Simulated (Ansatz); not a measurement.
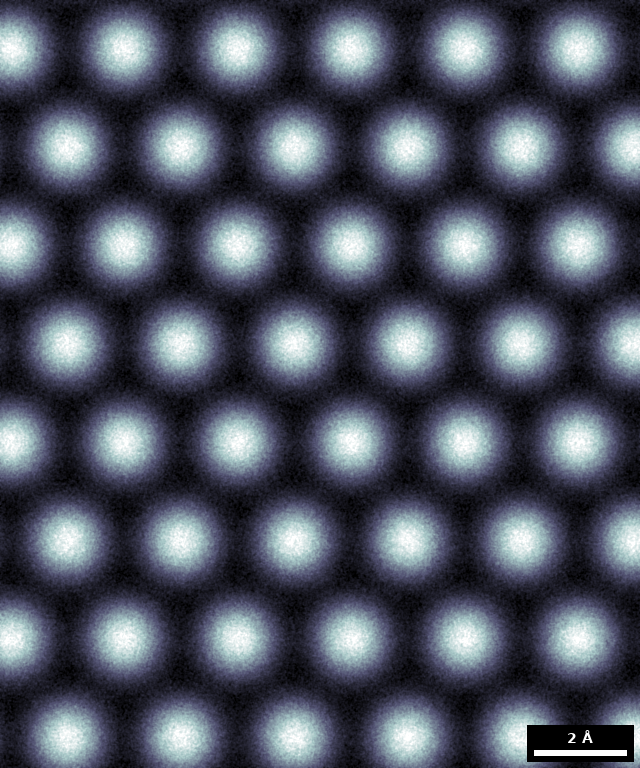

An image along [001] of one of the structures below (computed or model cells, partly hypothetical, each in its standard cell). Simulation: incoherent imaging, intensity Z^1.7 per atom, probe width 1.23 Å, thin sample. The probe carries 15 % of its weight in a tail 2.5 times as wide. The display is stretched by a gamma of 0.8; percentages refer to the linear signal. Shot noise was added.

A. Rh
Space group P6_3/mmc (No. 194). a = 2.730 Å, b = 2.730 Å, c = 8.901 Å, α = 90.00°, β = 90.00°, γ = 120.00°
```tsv
atom	site	symmetry	x	y	z
Rh	2a	-3m.	0.0000	0.0000	0.0000
Rh	2c	-6m2	0.3333	0.6667	0.2500
```

B. Rh
Space group P6/mmm (No. 191). a = 4.300 Å, b = 4.300 Å, c = 2.639 Å, α = 90.00°, β = 90.00°, γ = 120.00°
```tsv
atom	site	symmetry	x	y	z
Rh	1a	6/mmm	0.0000	0.0000	0.0000
Rh	2d	-6m2	0.3333	0.6667	0.5000
```

C. Rh
Space group Im-3m (No. 229). a = 3.008 Å, b = 3.008 Å, c = 3.008 Å, α = 90.00°, β = 90.00°, γ = 90.00°
| atom | site | symmetry | x | y | z |
| --- | --- | --- | --- | --- | --- |
| Rh | 2a | m-3m | 0.0000 | 0.0000 | 0.0000 |

D. W
Space group Fddd:1 (No. 70). a = 2.649 Å, b = 5.314 Å, c = 8.932 Å, α = 90.00°, β = 90.00°, γ = 90.00°
```json
{"atom": "W", "site": "8b", "symmetry": "222", "x": "0.7500", "y": "0.7500", "z": "0.7500"}
```

**Which structure was imaged?**

B, Rh. Along [001] the projected cells are A 2.73 × 2.73 Å, 120°; B 2.48 × 2.48 Å, 120°; C 2.13 × 2.13 Å, 90°; D 1.32 × 1.48 Å, 116°. The image repeats as B does.

Structure B: the geometry given to an electronic-structure calculation, possibly off equilibrium; the starting structure was generated, so it need not be a known form of this composition.
